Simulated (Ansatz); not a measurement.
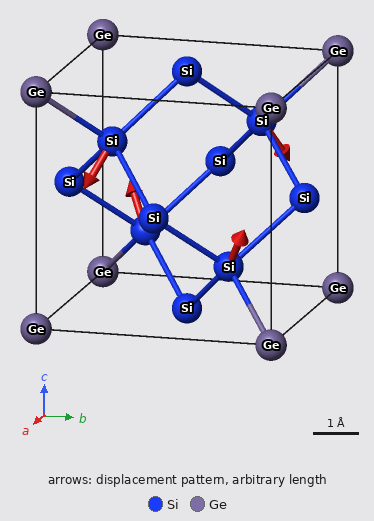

One vibrational mode of crystalline Si$_{7}$Ge at the zone centre. The red arrows are the displacements of the atoms (eigenvector over the root of the mass), of arbitrary overall length and sign. Style: ball-and-stick. Shown: the cell of the calculation, slightly off an axis.

Level of theory: DFT PBEsol, scalar-relativistic, plane waves, PAW (Ansatz). Set-up: plane-wave cutoff 420 eV; k-point mesh 6 × 6 × 6; occupations gaussian; smearing width 0.03 eV; no spin polarisation.

Frequencies are those without the non-analytic (LO–TO) term.

### Describe the mode and give its frequency.

This is the E mode (doubly degenerate; one member of the set is drawn) at 404 cm⁻¹, optical level 5 of 8, counted from below, Raman-active by symmetry. The Si (3c) and Ge atoms stay at rest; atoms of one kind move against one another, with no net shift of their sublattice; it stretches the shortest Si–Si bonds (2.36 Å).
